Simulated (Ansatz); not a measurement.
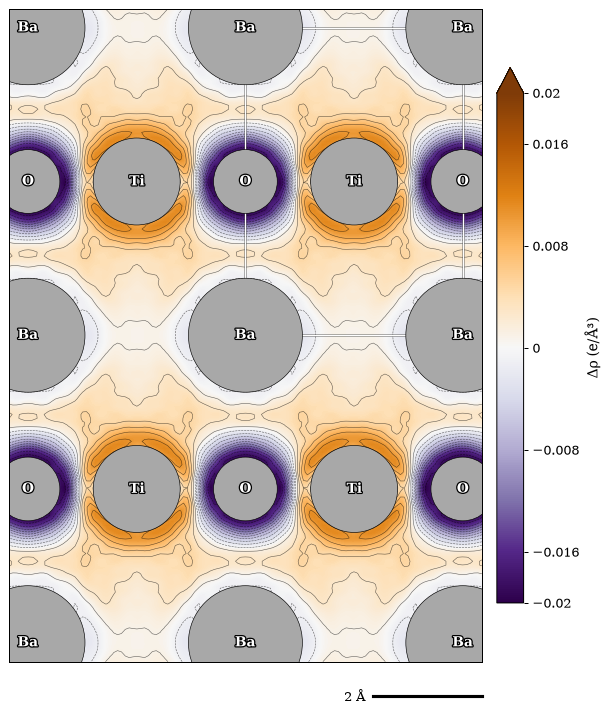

BaTiO₃. Difference of the valence pseudo-densities of two functionals at the same geometry, on the (110) plane of the calculation cell: PBE less r2SCAN.

Both computed with Ansatz (plane waves, PAW), on the same k-point mesh. Grey discs cover the atomic cores.

### Where does the change of functional move the electrons?

Against r2SCAN, PBE gives more density around Ti (+0.005 e/Å³ on average at 1.1 Å from the nucleus) and less density around O (−0.015 e/Å³ on average at 0.7 Å from the nucleus).
